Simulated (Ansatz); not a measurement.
Zr9O16 (charge +1): geometry relaxation (part 1 of 3)

- system: Zr9O16 (defect cell, 25 atoms in the cell, total charge +1)
- method: DFT PBE, scalar-relativistic, plane waves, PAW, spin-polarised (Ansatz 0.2.0)

The structure derives from a Materials Project entry. It belongs to a series of runs on one base structure; here: Zr interstitial, charge +1, atoms relaxed at the host's cell.

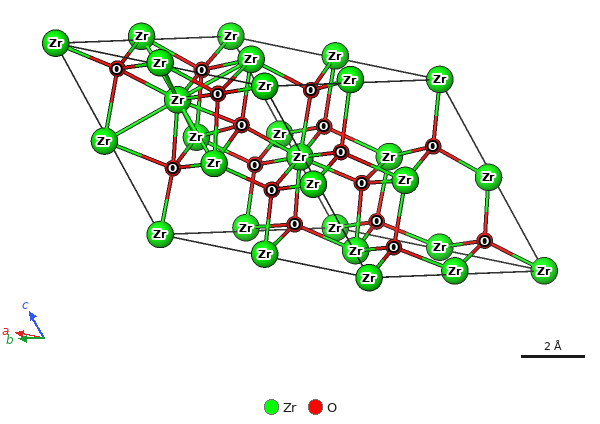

Fig. 1: The starting structure (ball-and-stick view of the cell of the calculation, seen at an oblique angle). An atom can appear more than once, as a periodic image.

Key numbers

| quantity | value |
| --- | --- |
| outcome | converged |
| electrons treated | 203 |
| free energy | −46786.8709 eV |
| Fermi energy | 15.351 eV |
| gap on the k-point mesh | 0.08 eV |
| net moment of the cell | 1.00 μB |
| integrated absolute moment | 1.04 μB |
| final volume | 267.78 Å³ |
| largest force (length of the vector) at the end | 0.007 eV/Å |
| hardware | 4 threads of Arm Neoverse V1, 24 GiB of memory available, shared host |
| wall time | 63 s (CPU time 4.1 min) |
| peak memory | 1.3 GiB |

The cell is charged and computed with a neutralising background, so its energy and pressure depend on the cell and aren't those of a real crystal. So coarse a mesh can miss the band edges, so the true gap of this method can be much smaller, or zero. The k-point mesh is coarse for a cell of this size, so the results may not be converged.

The input
```yaml
crystal:
  lattice:
    - [-5.1158283606, 5.1158283606, 0.0]
    - [-5.1158283606, 0.0, 5.1158283606]
    - [0.0, 5.1158283606, 5.1158283606]
  atoms:
    - { symbol: Zr, position: [1.0166690335, 1.008317742, 0.4849037649], spin: 0.077 }
    - { symbol: Zr, position: [0.4877034048, 1.0113704254, 0.4874897068] }
    - { symbol: Zr, position: [1.0129905477, 0.4861035892, 0.4874748894] }
    - { symbol: Zr, position: [1.0003131946, 0.9987218373, 0.0001312797] }
    - { symbol: Zr, position: [0.5003558513, 0.4987377012, 0.5001216287] }
    - { symbol: Zr, position: [0.4822118735, 1.0115270265, 0.0149400515], spin: 0.077 }
    - { symbol: Zr, position: [1.0171043977, 0.4811012657, 0.01323484], spin: 0.077 }
    - { symbol: Zr, position: [0.4888428646, 0.4854921127, 0.0126026014], spin: 0.077 }
    - { symbol: O, position: [0.870448379, 0.8594609642, 0.3708946043], spin: 0.077 }
    - { symbol: O, position: [0.3890456635, 0.8715312772, 0.3671876863] }
    - { symbol: O, position: [0.8731499253, 0.3874328461, 0.3715058384] }
    - { symbol: O, position: [0.8655646586, 0.87089995, 0.8928778669], spin: 0.077 }
    - { symbol: O, position: [0.3674214822, 0.3701116808, 0.388825972] }
    - { symbol: O, position: [0.3775011717, 0.8910574235, 0.8724285537], spin: 0.077 }
    - { symbol: O, position: [0.893673332, 0.3746371737, 0.8616163458], spin: 0.077 }
    - { symbol: O, position: [0.3717208565, 0.3657964071, 0.8728963595] }
    - { symbol: O, position: [0.6162527695, 0.6134151067, 0.1262085512], spin: 0.077 }
    - { symbol: O, position: [0.1363400243, 0.6261305524, 0.1157353494] }
    - { symbol: O, position: [0.6277145198, 0.1347500905, 0.1210378128] }
    - { symbol: O, position: [0.6070474813, 0.6175795852, 0.6473730033], spin: 0.077 }
    - { symbol: O, position: [0.1159457744, 0.1196758438, 0.1361187192] }
    - { symbol: O, position: [0.1282382774, 0.6391494186, 0.6149691229], spin: 0.077 }
    - { symbol: O, position: [0.6441281378, 0.1214338151, 0.6134284833], spin: 0.077 }
    - { symbol: O, position: [0.1212698901, 0.1143637372, 0.6275195815] }
    - { symbol: Zr, position: [0.7491805963, 0.749852432, 0.7520390368], spin: 0.077 }
  host:
    lattice:
      - [0.0, 2.5579141803, 2.5579141803]
      - [2.5579141803, 0.0, 2.5579141803]
      - [2.5579141803, 2.5579141803, 0.0]
    atoms:
      - { symbol: Zr, position: [0.0, 0.0, 0.0] }
      - { symbol: O, position: [0.25, 0.25, 0.25] }
      - { symbol: O, position: [0.75, 0.75, 0.75] }
total_charge: 1
basis:
  ecutwfc: 420
  xc_grid: 2
kpoints:
  mp_grid: { grid: [2, 2, 2], shift: [0.0, 0.0, 0.0] }
hamiltonian:
  xc: pbe
scf:
  occupations: { method: gaussian, width: 0.01 }
output:
  forces: true
  stress: false
  eigenvalues: true
  populations: true
  charged_corrections:
    defect_position: [0.75, 0.75, 0.75]
    epsilon: [[48.3206, 0.0, 0.0], [0.0, 48.3206, 0.0], [0.0, 0.0, 48.3206]]
  write_density: true
  write_potential: true
  elf: true
  volumetric_format: npy
magnetization:
  spin_polarized: true
relax:
  adjacent_minimum: "off"
  f_tol: 0.025
  max_steps: 45
```

Launched with:
```bash
ansatz run input.yaml --threads 4 --pin off --max-ram 10240MiB --backend cpu --events-out ev --progress --plain --runs-dir out
```

Log
```
Engine: ansatz 0.2.0, aarch64-unknown-linux-gnu
Pseudopotentials: kind: paw
Pseudopotential: Zr, paw, valence charge 12, recommended cutoff 420 eV (normal), Zr.paw.azcp
Pseudopotential: O, paw, valence charge 6, recommended cutoff 420 eV (normal), O.paw.azcp
Functional definition: PBE
  parameter kappa = 0.804
  parameter beta = 0.06672455060314922
  exchange = pbe_x(kappa = kappa, mu = beta*pi^2/3)
  correlation = pbe_c(beta = beta)
Crystal: 25 atoms, lattice volume = 267.780 Å³
Basis set: ecut = 420 eV, 5209 PW (Γ), exchange–correlation on 100×100×100 points (8 copies of the dense FFT grid, shifted against one another)
Bands: 128, of which v1, the nominal top of the filled ones, is band 102 counted from 1 (101 counted from 0)
Symmetry: 1 space group operations
Space group: P1 (ITA 1), of the structure as read, at distance tolerance 6.4e-5 Å
Magnetic group: BNS 1.1 (UNI 1), of the structure as read, at distance tolerance 6.4e-5 Å
k-points: 8
Non-local potential: Zr, projectors of the file, l = 0: 3, l = 1: 2, l = 2: 2, l = 3: 2
Non-local potential: O, projectors of the file, l = 0: 2, l = 1: 2, l = 2: 1
PAW form: soft (Blöchl's): semilocal exchange-correlation on the pseudo side does not see the compensation charge
PAW one-centre angular grid: Zr, 590 points (default); XC on 64 Gauss nodes
PAW one-centre angular grid: O, 110 points (default); XC on 64 Gauss nodes
Initial density: superposition of atomic densities (chi_scale 0.1, normalization cell, long waves kept (reshape's long-wave potential 0.07 eV rms))
Starting moments: Σ|m| = 1.001 μB on 13 of 25 sites
Initial wavefunctions: pseudopotential atomic-orbital guess
Functional: x = pbe(κ = 0.804, μ = 0.2195149727645171), c = pbe(β = 0.06672455060314922)
SCF iter   1: F=—  HF=-46771.447910 eV  |F-HF|=—  |Δ(HF+E_count)|=         —  Δρ=3.63e-2 (↑3.63e-2 ↓3.41e-2)  dr2=3.05e1  dr2_m=1.91e-2  M=0.694 μB ∫|m|=0.707 μB  β_m=0.30  ethr=3.10e-3  ⟨swp⟩=5.9  Hψ=7509  notcnv=0  defer=114
Mixer restart at iter 1: flushing history
preconditioner: auto → Kerker (q_TF=auto, 2.605 Å⁻¹)  [metal: Δε(μ)=0.005 eV  Ē_g=16.590 eV  σ=0.010 eV  W_gap=0.25  n_scr=64 (ndim 8)  ℏωp=30.4 eV  f_vac=0.000  D(μ)=29.07/eV (n_scr^D=410)]
spin=Collinear: Kerker preconditioning applied to the charge; magnetization (m = ρ↑ − ρ↓) channel mixes plain (no charge-response kernel on spin).
SCF iter   2: F=—  HF=-46776.399384 eV  |F-HF|=—  |Δ(HF+E_count)|=    4.95e0  Δρ=2.66e-2 (↑2.66e-2 ↓2.51e-2)  dr2=2.02e1  dr2_m=1.74e-2  M=0.751 μB ∫|m|=0.760 μB  β_m=0.65  ethr=3.10e-3  ⟨swp⟩=2.0  Hψ=2507  notcnv=0  defer=350
SCF iter   3: F=—  HF=-46786.773295 eV  |F-HF|=—  |Δ(HF+E_count)|=    1.04e1  Δρ=1.09e-2 (↑1.09e-2 ↓9.86e-3)  dr2=2.63e0  dr2_m=8.73e-3  M=1.000 μB ∫|m|=1.008 μB  β_m=0.71  ethr=3.10e-3  ⟨swp⟩=3.0  Hψ=3670  notcnv=0  defer=354
SCF iter   4: F=—  HF=-46786.225757 eV  |F-HF|=—  |Δ(HF+E_count)|=   5.48e-1  Δρ=6.05e-3 (↑6.05e-3 ↓5.28e-3)  dr2=4.28e-1  dr2_m=1.49e-3  M=1.000 μB ∫|m|=1.030 μB  β_m=0.85  ethr=1.29e-3  ⟨swp⟩=3.0  Hψ=3133  notcnv=0  defer=316
SCF iter   5: F=—  HF=-46786.742326 eV  |F-HF|=—  |Δ(HF+E_count)|=   5.17e-1  Δρ=3.41e-3 (↑3.26e-3 ↓3.41e-3)  dr2=1.34e-1  dr2_m=8.25e-4  M=1.000 μB ∫|m|=1.030 μB  β_m=0.81  ethr=2.11e-4  ⟨swp⟩=2.2  Hψ=3657  notcnv=0  defer=316
SCF iter   6: F=—  HF=-46786.736090 eV  |F-HF|=—  |Δ(HF+E_count)|=         —  Δρ=1.30e-3 (↑1.30e-3 ↓1.21e-3)  dr2=2.54e-2  dr2_m=2.03e-4  M=1.000 μB ∫|m|=1.035 μB  β_m=0.81  ethr=6.61e-5  ⟨swp⟩=2.0  Hψ=3202  notcnv=0  defer=316
Mixer restart at iter 6: flushing history
SCF iter   7: F=—  HF=-46786.753090 eV  |F-HF|=—  |Δ(HF+E_count)|=   1.70e-2  Δρ=7.02e-4 (↑6.85e-4 ↓7.02e-4)  dr2=9.12e-3  dr2_m=2.50e-5  M=1.000 μB ∫|m|=1.035 μB  β_m=0.90  ethr=1.25e-5  ⟨swp⟩=2.0  Hψ=3017  notcnv=0  defer=316
SCF iter   8: F=—  HF=-46786.755859 eV  |F-HF|=—  |Δ(HF+E_count)|=   2.77e-3  Δρ=5.45e-4 (↑5.43e-4 ↓5.45e-4)  dr2=4.34e-3  dr2_m=1.84e-6  M=1.000 μB ∫|m|=1.035 μB  β_m=0.88  ethr=4.49e-6  ⟨swp⟩=2.0  Hψ=3200  notcnv=0  defer=316
SCF iter   9: F=—  HF=-46786.756927 eV  |F-HF|=—  |Δ(HF+E_count)|=   1.07e-3  Δρ=1.87e-4 (↑1.87e-4 ↓1.78e-4)  dr2=3.59e-4  dr2_m=1.15e-6  M=1.000 μB ∫|m|=1.035 μB  β_m=0.94  ethr=2.14e-6  ⟨swp⟩=2.0  Hψ=3038  notcnv=0  defer=316
SCF iter  10: F=—  HF=-46786.757143 eV  |F-HF|=—  |Δ(HF+E_count)|=   2.16e-4  Δρ=7.91e-5 (↑7.54e-5 ↓7.91e-5)  dr2=5.54e-5  dr2_m=4.93e-7  M=1.000 μB ∫|m|=1.035 μB  β_m=0.87  ethr=1.77e-7  ⟨swp⟩=2.0  Hψ=3606  notcnv=0  defer=316
SCF iter  11: F=—  HF=-46786.757155 eV  |F-HF|=—  |Δ(HF+E_count)|=   1.16e-5  Δρ=2.91e-5 (↑2.54e-5 ↓2.91e-5)  dr2=6.35e-6  dr2_m=1.50e-7  M=1.000 μB ∫|m|=1.034 μB  β_m=0.88  ethr=2.73e-8  ⟨swp⟩=2.0  Hψ=3097  notcnv=0  defer=316
SCF iter  12: F=-46786.757160 eV  HF=-46786.757160 eV  |F-HF|=2.44e-7  |Δ(HF+E_count)|=   5.85e-6  Δρ=7.35e-6 (↑6.61e-6 ↓7.35e-6)  dr2=8.05e-7  dr2_m=9.18e-9  M=1.000 μB ∫|m|=1.034 μB  ethr=3.13e-9  ⟨swp⟩=16.2  Hψ=17932  notcnv=0
SCF 1 converged in 12 iterations: F = -46786.757160 eV  dr2 = 8.05e-7
  greatest PAW one-centre occupation: 0.996 electrons in one spin orbital (limit 2), on the Zr atom at site 24 (counted from 0), in its partial waves of l = 0
relax step   1: F+E_penalty+E_count = -46786.75716020 eV  Δ(F+E_penalty+E_count) = +0.000e0 eV  max|allowed force component| = 1.008e0 eV/Å  Δτ_max = 0.0000 Å  (12 SCF iters, dr2 threshold 1.56e-5 eV, accepted)
Initial density: handed on by an earlier stage of this run
Starting moments: Σ|m| = 1.001 μB on 13 of 25 sites; this step starts from the density that it was given
Initial wavefunctions: those handed on with the density
iter 1 solved again at ethr=3.14e-5 eV; its pass at ethr=3.10e-3 eV (dr2=6.37e-2 eV) is discarded
SCF iter   1: F=—  HF=-46786.824481 eV  |F-HF|=—  |Δ(HF+E_count)|=         —  Δρ=2.58e-3 (↑2.45e-3 ↓2.58e-3)  dr2=6.30e-2  dr2_m=1.18e-3  M=1.000 μB ∫|m|=1.033 μB  β_m=0.65  ethr=3.14e-5  ⟨swp⟩=2.0  Hψ=6416  notcnv=0  defer=308
preconditioner: auto → Resta (q_TF=auto, 2.605 Å⁻¹)  ε∞=4.2  [insulator: Δε(μ)=0.012 eV  Ē_g=17.203 eV  σ=0.010 eV  W_gap=0.61  n_scr=64 (ndim 8)  ℏωp=30.9 eV  f_vac=0.024  D(μ)=13.51/eV (n_scr^D=136)  ε∞_Penn≈4.2]
spin=Collinear: Resta preconditioning applied to the charge; magnetization (m = ρ↑ − ρ↓) channel mixes plain (no charge-response kernel on spin).
SCF iter   2: F=—  HF=-46786.842815 eV  |F-HF|=—  |Δ(HF+E_count)|=   1.83e-2  Δρ=1.28e-3 (↑1.05e-3 ↓1.28e-3)  dr2=9.84e-3  dr2_m=5.27e-4  M=1.000 μB ∫|m|=1.033 μB  β_m=0.51  ethr=3.10e-5  ⟨swp⟩=2.6  Hψ=2996  notcnv=0  defer=308
SCF iter   3: F=—  HF=-46786.842813 eV  |F-HF|=—  |Δ(HF+E_count)|=   1.65e-6  Δρ=6.74e-4 (↑4.74e-4 ↓6.74e-4)  dr2=2.33e-3  dr2_m=2.06e-4  M=1.000 μB ∫|m|=1.034 μB  β_m=0.59  ethr=4.85e-6  ⟨swp⟩=2.0  Hψ=3203  notcnv=0  defer=308
SCF iter   4: F=—  HF=-46786.842771 eV  |F-HF|=—  |Δ(HF+E_count)|=   4.22e-5  Δρ=1.62e-4 (↑1.46e-4 ↓1.62e-4)  dr2=2.07e-4  dr2_m=1.39e-5  M=1.000 μB ∫|m|=1.034 μB  β_m=0.66  ethr=1.15e-6  ⟨swp⟩=2.0  Hψ=3562  notcnv=0  defer=308
SCF iter   5: F=—  HF=-46786.843107 eV  |F-HF|=—  |Δ(HF+E_count)|=   3.36e-4  Δρ=6.19e-5 (↑5.46e-5 ↓6.19e-5)  dr2=3.02e-5  dr2_m=2.27e-6  M=1.000 μB ∫|m|=1.034 μB  β_m=0.79  ethr=1.02e-7  ⟨swp⟩=2.0  Hψ=3538  notcnv=0  defer=308
SCF iter   6: F=-46786.843139 eV  HF=-46786.843147 eV  |F-HF|=8.25e-6  |Δ(HF+E_count)|=   4.05e-5  Δρ=3.42e-5 (↑3.42e-5 ↓3.28e-5)  dr2=1.21e-5  dr2_m=1.23e-7  M=1.000 μB ∫|m|=1.034 μB  ethr=1.49e-8  ⟨swp⟩=15.6  Hψ=17663  notcnv=0
SCF 2 converged in 6 iterations: F = -46786.843139 eV  dr2 = 1.21e-5
relax step   2: F+E_penalty+E_count = -46786.84313884 eV  Δ(F+E_penalty+E_count) = -8.598e-2 eV  max|allowed force component| = 3.411e-1 eV/Å  Δτ_max = 0.0473 Å  (6 SCF iters, dr2 threshold 6.35e-5 eV, accepted)
SCF iter   1: F=—  HF=-46786.861536 eV  |F-HF|=—  |Δ(HF+E_count)|=         —  Δρ=3.36e-3 (↑3.36e-3 ↓3.29e-3)  dr2=6.87e-2  dr2_m=6.39e-4  M=1.000 μB ∫|m|=1.037 μB  β_m=0.65  ethr=1.10e-3  ⟨swp⟩=3.1  Hψ=3816  notcnv=0  defer=324
preconditioner: auto → Resta (q_TF=auto, 2.605 Å⁻¹)  ε∞=4.2  [insulator: Δε(μ)=0.106 eV  Ē_g=17.162 eV  σ=0.010 eV  W_gap=1.00  n_scr=64 (ndim 8)  ℏωp=30.9 eV  f_vac=0.025  D(μ)=0.00/eV (n_scr^D=0)  ε∞_Penn≈4.2]
spin=Collinear: Resta preconditioning applied to the charge; magnetization (m = ρ↑ − ρ↓) channel mixes plain (no charge-response kernel on spin).
SCF iter   2: F=—  HF=-46786.866315 eV  |F-HF|=—  |Δ(HF+E_count)|=   4.78e-3  Δρ=1.59e-3 (↑1.59e-3 ↓1.56e-3)  dr2=1.66e-2  dr2_m=1.21e-4  M=1.000 μB ∫|m|=1.038 μB  β_m=0.65  ethr=3.38e-5  ⟨swp⟩=2.0  Hψ=2468  notcnv=0  defer=324
SCF iter   3: F=—  HF=-46786.868260 eV  |F-HF|=—  |Δ(HF+E_count)|=   1.95e-3  Δρ=3.84e-4 (↑3.80e-4 ↓3.84e-4)  dr2=1.13e-3  dr2_m=5.63e-7  M=1.000 μB ∫|m|=1.038 μB  β_m=0.62  ethr=8.19e-6  ⟨swp⟩=2.0  Hψ=3093  notcnv=0  defer=324
SCF iter   4: F=—  HF=-46786.868272 eV  |F-HF|=—  |Δ(HF+E_count)|=   1.19e-5  Δρ=1.42e-4 (↑1.42e-4 ↓1.41e-4)  dr2=1.44e-4  dr2_m=4.07e-7  M=1.000 μB ∫|m|=1.038 μB  β_m=0.66  ethr=5.58e-7  ⟨swp⟩=2.0  Hψ=3099  notcnv=0  defer=324
SCF iter   5: F=—  HF=-46786.868375 eV  |F-HF|=—  |Δ(HF+E_count)|=   1.03e-4  Δρ=4.47e-5 (↑4.47e-5 ↓4.40e-5)  dr2=1.63e-5  dr2_m=5.78e-8  M=1.000 μB ∫|m|=1.038 μB  β_m=0.78  ethr=7.10e-8  ⟨swp⟩=2.0  Hψ=2840  notcnv=0  defer=324
SCF iter   6: F=—  HF=-46786.868407 eV  |F-HF|=—  |Δ(HF+E_count)|=   3.17e-5  Δρ=2.08e-5 (↑2.08e-5 ↓2.07e-5)  dr2=4.53e-6  dr2_m=5.46e-9  M=1.000 μB ∫|m|=1.038 μB  β_m=0.81  ethr=8.04e-9  ⟨swp⟩=2.0  Hψ=3127  notcnv=0  defer=324
SCF iter   7: F=-46786.868409 eV  HF=-46786.868410 eV  |F-HF|=5.03e-7  |Δ(HF+E_count)|=   3.28e-6  Δρ=9.80e-6 (↑9.80e-6 ↓9.60e-6)  dr2=1.13e-6  dr2_m=6.45e-10  M=1.000 μB ∫|m|=1.038 μB  ethr=2.23e-9  ⟨swp⟩=15.3  Hψ=16922  notcnv=0
SCF 3 converged in 7 iterations: F = -46786.868409 eV  dr2 = 1.13e-6
relax step   3: F+E_penalty+E_count = -46786.86840929 eV  Δ(F+E_penalty+E_count) = -2.527e-2 eV  max|allowed force component| = 5.293e-2 eV/Å  Δτ_max = 0.0684 Å  (7 SCF iters, dr2 threshold 7.27e-6 eV, accepted)
```
